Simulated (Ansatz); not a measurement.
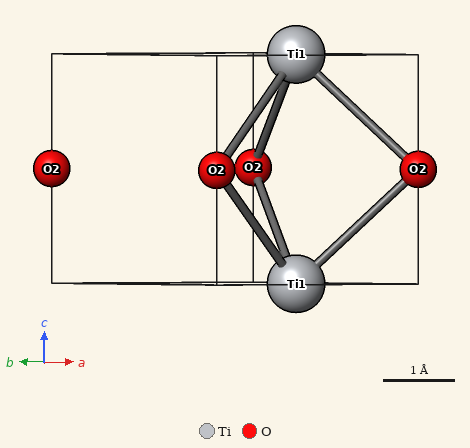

Figure 1. The input geometry of run 1 (ball-and-stick view of the cell of the calculation, seen at an oblique angle; atoms are numbered from 1 in the order of the input).

# TiO: one change and its effect

System: TiO (P-6m2, 2 atoms in the cell).
Method of run 1: Kohn-Sham DFT of a periodic cell, PBEsol0, Ansatz PAW, no spin polarisation (Ansatz 0.2.0).

The structure derives from an entry of the Crystallography Open Database. Text and figures count atoms from 1; the logs count them from 0 in places.

### Input file, run 1
```yaml
crystal:
  lattice:
    - [3.031, 0.0, 0.0]
    - [-1.5155, 2.6249229989, 0.0]
    - [0.0, 0.0, 3.2377]
  atoms:
    - { symbol: Ti, position: [0.6666666667, 0.3333333333, 0.0] }
    - { symbol: O, position: [0.0, 0.0, 0.5] }
hamiltonian:
  xc: { exchange: pbesol, correlation: pbesol, exx: { coeff: 0.25 } }
  pseudopotentials: { kind: paw }
kpoints:
  mp_grid: { grid: [5, 5, 4] }
scf:
  occupations: { method: fermi_dirac, width: 0.05 }
output:
  forces: true
  stress: true
  eigenvalues: true
```

Hardware: 1 × NVIDIA H100 80GB HBM3, 2 threads of AMD EPYC (Zen 3), 1656 GiB of memory available, shared host.

### Output, shortened to warnings, some set-up lines, iterations and results (run 1)
```
Warning: output.stress: scf.convergence.dr2_threshold = 1e-7 eV (the SCF's general default) is looser than the 2e-10 eV advised for a printed stress (1e-10 eV for each atom of the cell: 2). What an SCF threshold leaves in a stress goes as its square root, and in the free energy as the threshold itself, and one threshold admits the most on a small cell: of the crystals measured, under no hybrid …
Warning: output.stress: scf.exx.energy_threshold = 1e-6 eV is looser than the 2e-8 eV advised for a stress under a hybrid functional (1e-8 eV for each atom of the cell: 2). Every SCF of the exchange loop can meet its threshold on dr2 while the loop round them stops early: no threshold on dr2 bounds what that leaves in the stress. Set scf.exx.energy_threshold to 2e-8 eV or tighter. The threshold …
Basis set: ecut = 420 eV, 503 PW (Γ), exchange–correlation on 48×48×48 points (8 copies of the dense FFT grid, shifted against one another)
Symmetry: 12 space group operations
k-points: 15 of 100 (time reversal used)
Initial density: superposition of atomic densities (neutral atoms: chi_scale 0, normalization atom), corrected by the library's trained network
[...]
SCF iter   1: F=—  HF=-3036.189545 eV  |F-HF|=—  |Δ(HF+E_count)|=         —  Δρ=1.77e-2  dr2=6.09e-2  ethr=1.77e-3  ⟨swp⟩=4.5  Hψ=735  notcnv=0
SCF iter   2: F=—  HF=-3036.174429 eV  |F-HF|=—  |Δ(HF+E_count)|=   1.51e-2  Δρ=3.66e-3  dr2=1.73e-3  ethr=9.60e-6  ⟨swp⟩=2.3  Hψ=885  notcnv=0
SCF iter   3: F=—  HF=-3036.174151 eV  |F-HF|=—  |Δ(HF+E_count)|=   2.77e-4  Δρ=1.61e-3  dr2=3.16e-4  ethr=9.60e-6  ⟨swp⟩=3.8  Hψ=484  notcnv=0
SCF iter   4: F=—  HF=-3036.174215 eV  |F-HF|=—  |Δ(HF+E_count)|=   6.39e-5  Δρ=4.51e-4  dr2=3.14e-5  ethr=1.76e-6  ⟨swp⟩=2.1  Hψ=339  notcnv=0
SCF iter   5: F=—  HF=-3036.174220 eV  |F-HF|=—  |Δ(HF+E_count)|=   4.42e-6  Δρ=6.11e-5  dr2=5.01e-7  ethr=1.75e-7  ⟨swp⟩=3.3  Hψ=370  notcnv=0
[... 24 lines ...]
SCF iter  10: F=-3044.842914 eV  HF=-3044.842914 eV  |F-HF|=2.69e-9  |Δ(HF+E_count)|=   6.12e-8  Δρ=4.24e-6  dr2=4.80e-9  ethr=1.03e-11  ⟨swp⟩=4.9  Hψ=587  notcnv=0
SCF 4 converged in 10 iterations: F = -3044.842914 eV  dr2 = 4.80e-9
SCF iter   1: F=—  HF=-3044.842915 eV  |F-HF|=—  |Δ(HF+E_count)|=         —  Δρ=7.03e-6  dr2=1.19e-8  ethr=3.71e-9  ⟨swp⟩=3.0  Hψ=429  notcnv=0
SCF iter   2: F=-3044.842915 eV  HF=-3044.842915 eV  |F-HF|=5.70e-9  |Δ(HF+E_count)|=   7.97e-9  Δρ=6.09e-6  dr2=7.22e-9  ethr=4.56e-11  ⟨swp⟩=3.8  Hψ=426  notcnv=0
SCF 5 converged in 2 iterations: F = -3044.842915 eV  dr2 = 7.22e-9
  Residual-converged pass: ⟨swp⟩=3.0  Hψ=369  notcnv=0  max |occ|·‖R‖ = 2.2e-6 eV (tolerance 2.4e-6 eV)  dr2=7.29e-9  dr2_onsite=1.59e-9  max |Δocc| = 7.5e-14
hybrid outer 4: dexx = +1.655e-8 eV, tail = 1.77e-8 eV, Δε = 2.94e-4 eV (about 1.66e-4 eV left of the loop's levels), ΔF = 3.70e-17 eV/Å (tail 1.11e-3)
hybrid SCF converged: 4 outer / 21 inner (+8 warm-up), last move |dexx| = 1.65e-8 eV, tail = 1.77e-8 eV
Stability not checked: this state was not tested for a lower state beside it, because the functional holds exact exchange (a hybrid, or Hartree-Fock), whose exchange loop this test does not read (fock_operator; see scf.lower_state_search)
Free energy (F): -3044.842915 eV
Frozen-core exchange: fock
Harris-Foulkes:  -3044.842915 eV  (|F-HF|=5.70e-9)
Internal energy: -3044.842915 eV  (E = F + TS)
E sigma→0 (E₀):  -3044.842915 eV
Entropy (-TS):   -0.000001 eV (-0.000 meV/atom)
Fermi energy:    11.770954 eV
--- Per-component energies (eV) ---
  E_band       = -230.139885
  E_kinetic    = 438.373192
  E_local      = -1097.991071  (includes V_loc(G=0)·N_el)
  E_nonlocal   = 53.765778
  E_hartree    = 417.785748
  E_xc         = -129.801055
  E_vxc        = -164.270150  (∫ρ·V_xc dr)
  E_exx        = -65.322719  (= α·E_x^exact, valence–valence)
  E_paw        = -1153.420871  (= ΣΔE_a)
  E_vpaw       = -164.946053  (= ΣTr[D̂ρ^β])
  E_aug_tail   = 0.002419  (compensation charges beyond the density's cutoff)
  E_ewald      = -1508.170309
  E_core_change = -0.064026  (= ΣΔE_core)
  E_smearing   = -0.000001  (= −TS)
  E_closure    = -0.000001  (closes the sum)
  Σ components = -3044.842915   (vs F -3044.842915, Δ=-4.55e-13)
--- Forces (eV/Å), atoms counted from 1 ---
  atom   1  Ti     0.00000000     0.00000000     0.00000000
  atom   2  O      0.00000000    -0.00000000     0.00000000
  max |Σ_I F_I| component: 3.70e-17 eV/Å
--- Stress (GPa, compression-positive) ---
      -38.737374       0.000000       0.000000
        0.000000     -38.737374       0.000000
        0.000000       0.000000     -60.608082
  P = ⅓ Tr σ = -46.0276 GPa (-460.276 kbar)
```

The input of run 2 differs as follows (lines with − go, lines with + come):
```diff
-  xc: { exchange: pbesol, correlation: pbesol, exx: { coeff: 0.25 } }
+  xc: pbe0
```

What does this change do to the results?

The total energies belong to different methods, so their difference says nothing on which is more stable or more accurate. The gap on the mesh goes from 1.14 to 1.18 eV. The pressure goes from −46.03 to −42.06 GPa. The SCF takes 28 iterations against 29.

### Output, shortened to warnings, some set-up lines, iterations and results (run 2)
```
Warning: output.stress: scf.convergence.dr2_threshold = 1e-7 eV (the SCF's general default) is looser than the 2e-10 eV advised for a printed stress (1e-10 eV for each atom of the cell: 2). What an SCF threshold leaves in a stress goes as its square root, and in the free energy as the threshold itself, and one threshold admits the most on a small cell: of the crystals measured, under no hybrid …
Warning: output.stress: scf.exx.energy_threshold = 1e-6 eV is looser than the 2e-8 eV advised for a stress under a hybrid functional (1e-8 eV for each atom of the cell: 2). Every SCF of the exchange loop can meet its threshold on dr2 while the loop round them stops early: no threshold on dr2 bounds what that leaves in the stress. Set scf.exx.energy_threshold to 2e-8 eV or tighter. The threshold …
Basis set: ecut = 420 eV, 503 PW (Γ), exchange–correlation on 48×48×48 points (8 copies of the dense FFT grid, shifted against one another)
Symmetry: 12 space group operations
k-points: 15 of 100 (time reversal used)
Initial density: superposition of atomic densities (neutral atoms: chi_scale 0, normalization atom), corrected by the library's trained network
[...]
SCF iter   1: F=—  HF=-3068.593341 eV  |F-HF|=—  |Δ(HF+E_count)|=         —  Δρ=8.25e-3  dr2=1.20e-2  ethr=1.77e-3  ⟨swp⟩=4.4  Hψ=732  notcnv=0
SCF iter   2: F=—  HF=-3068.593068 eV  |F-HF|=—  |Δ(HF+E_count)|=   2.73e-4  Δρ=3.37e-3  dr2=1.70e-3  ethr=6.66e-5  ⟨swp⟩=3.7  Hψ=474  notcnv=0
SCF iter   3: F=—  HF=-3068.593521 eV  |F-HF|=—  |Δ(HF+E_count)|=   4.53e-4  Δρ=9.72e-4  dr2=1.29e-4  ethr=7.48e-7  ⟨swp⟩=3.1  Hψ=741  notcnv=0
SCF iter   4: F=—  HF=-3068.593546 eV  |F-HF|=—  |Δ(HF+E_count)|=   2.48e-5  Δρ=1.65e-4  dr2=3.47e-6  ethr=7.18e-7  ⟨swp⟩=4.0  Hψ=403  notcnv=0
SCF iter   5: F=—  HF=-3068.593549 eV  |F-HF|=—  |Δ(HF+E_count)|=   3.37e-6  Δρ=3.49e-5  dr2=1.52e-7  ethr=1.93e-8  ⟨swp⟩=3.6  Hψ=408  notcnv=0
[... 23 lines ...]
SCF iter  10: F=-3067.893474 eV  HF=-3067.893474 eV  |F-HF|=1.34e-9  |Δ(HF+E_count)|=   4.73e-8  Δρ=3.27e-6  dr2=2.11e-9  ethr=1.63e-11  ⟨swp⟩=4.5  Hψ=551  notcnv=0
SCF 4 converged in 10 iterations: F = -3067.893474 eV  dr2 = 2.11e-9
SCF iter   1: F=—  HF=-3067.893476 eV  |F-HF|=—  |Δ(HF+E_count)|=         —  Δρ=7.38e-6  dr2=1.18e-8  ethr=3.53e-9  ⟨swp⟩=3.0  Hψ=431  notcnv=0
SCF iter   2: F=-3067.893476 eV  HF=-3067.893476 eV  |F-HF|=5.10e-9  |Δ(HF+E_count)|=   1.10e-8  Δρ=6.56e-6  dr2=6.78e-9  ethr=3.51e-11  ⟨swp⟩=3.8  Hψ=425  notcnv=0
SCF 5 converged in 2 iterations: F = -3067.893476 eV  dr2 = 6.78e-9
  Residual-converged pass: ⟨swp⟩=2.9  Hψ=356  notcnv=0  max |occ|·‖R‖ = 2.3e-6 eV (tolerance 2.4e-6 eV)  dr2=6.80e-9  dr2_onsite=2.22e-9  max |Δocc| = 2.2e-14
hybrid outer 4: dexx = +2.242e-8 eV, tail = 1.81e-8 eV, Δε = 3.39e-4 eV (about 1.82e-4 eV left of the loop's levels), ΔF = 3.70e-17 eV/Å (tail 1.15e-3)
hybrid SCF converged: 4 outer / 21 inner (+7 warm-up), last move |dexx| = 2.24e-8 eV, tail = 1.81e-8 eV
Stability not checked: this state was not tested for a lower state beside it, because the functional holds exact exchange (a hybrid, or Hartree-Fock), whose exchange loop this test does not read (fock_operator; see scf.lower_state_search)
Free energy (F): -3067.893476 eV
Frozen-core exchange: fock
Harris-Foulkes:  -3067.893476 eV  (|F-HF|=5.10e-9)
Internal energy: -3067.893475 eV  (E = F + TS)
E sigma→0 (E₀):  -3067.893476 eV
Entropy (-TS):   -0.000001 eV (-0.000 meV/atom)
Fermi energy:    11.863533 eV
--- Per-component energies (eV) ---
  E_band       = -229.196929
  E_kinetic    = 439.346342
  E_local      = -1098.063205  (includes V_loc(G=0)·N_el)
  E_nonlocal   = 51.912779
  E_hartree    = 419.342544
  E_xc         = -131.020508
  E_vxc        = -165.125150  (∫ρ·V_xc dr)
  E_exx        = -65.428191  (= α·E_x^exact, valence–valence)
  E_paw        = -1175.622524  (= ΣΔE_a)
  E_vpaw       = -165.098705  (= ΣTr[D̂ρ^β])
  E_aug_tail   = 0.002430  (compensation charges beyond the density's cutoff)
  E_ewald      = -1508.170309
  E_core_change = -0.192834  (= ΣΔE_core)
  E_smearing   = -0.000001  (= −TS)
  E_closure    = -0.000001  (closes the sum)
  Σ components = -3067.893476   (vs F -3067.893476, Δ=0.00e0)
--- Forces (eV/Å), atoms counted from 1 ---
  atom   1  Ti     0.00000000     0.00000000     0.00000000
  atom   2  O      0.00000000    -0.00000000     0.00000000
  max |Σ_I F_I| component: 4.63e-17 eV/Å
--- Stress (GPa, compression-positive) ---
      -34.970606       0.000000       0.000000
        0.000000     -34.970606       0.000000
        0.000000       0.000000     -56.237504
  P = ⅓ Tr σ = -42.0596 GPa (-420.596 kbar)
```

### The two runs side by side

| quantity | run 1 | run 2 |
| --- | --- | --- |
| outcome | converged | converged |
| free energy per atom (eV) | −1522.4215 | −1533.9467 |
| gap on the mesh (eV) | 1.14 | 1.18 |
| pressure (GPa) | −46.03 | −42.06 |
| largest force (eV/Å) | 0.000 | 0.000 |
| SCF iterations | 29 | 28 |
| irreducible k-points | 15 | 15 |
| plane waves at Γ | 503 | 503 |
| wall time (shared host) | 16 s | 15 s |

For both runs: Warnings: the exchange loop's threshold is looser than advised for the stress; the SCF threshold is looser than advised for the printed stress. For run 1: The cell is under a tension of 46 GPa at this level, so it is not at its equilibrium volume. For run 2: The cell is under a tension of 42 GPa at this level, so it is not at its equilibrium volume.
